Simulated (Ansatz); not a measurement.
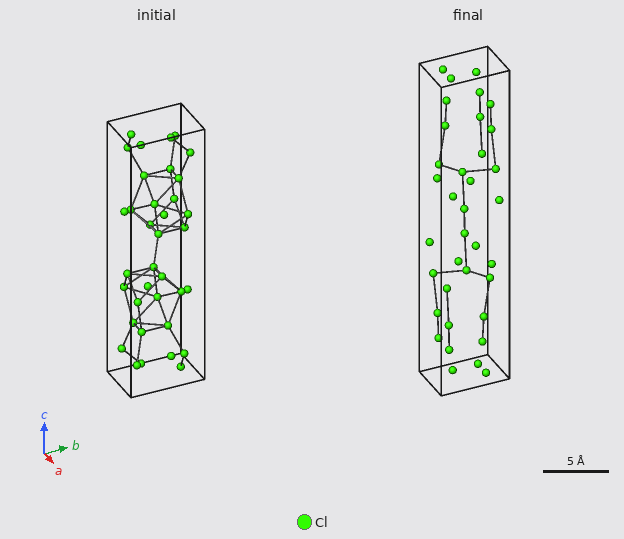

The structure of a crystal of Cl (built on the alpha-boron_166 type) (coarse preliminary run) before (left) and after (right) a relaxation, at one scale.

The picture is a ball-and-stick view of the conventional cell (3 times the calculation's cell), seen slightly off an axis. Lengths and directions refer to the drawn axes.

Case: alpha-boron type (R-3m, No. 166).

Level of theory: DFT PBE, scalar-relativistic, plane waves, PAW (Ansatz 0.2.0).

Input file:
```yaml
crystal:
  lattice:
    - [3.9471627711, 2.2788954885, 6.7314999233]
    - [-3.9471627711, 2.2788954885, 6.7314999233]
    - [0.0, -4.5577909767, 6.7314999233]
  atoms:
    - { symbol: Cl, position: [0.01019, 0.65361, 0.01019] }
    - { symbol: Cl, position: [0.01019, 0.01019, 0.65361] }
    - { symbol: Cl, position: [0.65361, 0.01019, 0.01019] }
    - { symbol: Cl, position: [0.98981, 0.34639, 0.98981] }
    - { symbol: Cl, position: [0.34639, 0.98981, 0.98981] }
    - { symbol: Cl, position: [0.98981, 0.98981, 0.34639] }
    - { symbol: Cl, position: [0.22118, 0.6306, 0.22118] }
    - { symbol: Cl, position: [0.22118, 0.22118, 0.6306] }
    - { symbol: Cl, position: [0.6306, 0.22118, 0.22118] }
    - { symbol: Cl, position: [0.77882, 0.3694, 0.77882] }
    - { symbol: Cl, position: [0.3694, 0.77882, 0.77882] }
    - { symbol: Cl, position: [0.77882, 0.77882, 0.3694] }
basis:
  ecutwfc: 420
kpoints:
  mp_grid: { grid: [3, 3, 3] }
hamiltonian:
  xc: pbe
scf:
  occupations: { method: gaussian, width: 0.1 }
  lower_state_search: "off"
output:
  forces: true
  stress: true
  eigenvalues: true
relax:
  adjacent_minimum: "off"
  f_tol: 0.04
  max_steps: 70
  cell: { stress_tol: 0.4 }
```

### Describe what moved and what it gained.

The largest moves relative to the cell, 0.79 Å, are those of Cl1, Cl2, Cl3, Cl4, Cl5 and Cl6. Cl3 goes in a general direction near [−3 −1 −1]. The volume changes by +6.1 %, with a = b 7.894 → 7.322 Å (−7.2 %), c 20.194 → 24.902 Å (+23.3 %). Near-neighbour distances that change, for instance: Cl1–Cl11 2.901 → 4.020 Å, Cl1–Cl2 2.815 → 3.754 Å, Cl1–Cl4 2.683 → 2.012 Å, Cl10–Cl11 3.232 → 2.708 Å. The space group stays R-3m (No. 166). The energy falls by 618 meV per atom in 9 accepted moves (10 points after the start). The largest force component goes from 1 to 0.027 eV/Å. The pressure goes from 0.53 to 0.06 GPa. The SCF was repeated once at an unchanged geometry on a basis and grid sized afresh for the cell, which shifted the energy by 2.2 meV per atom at most.
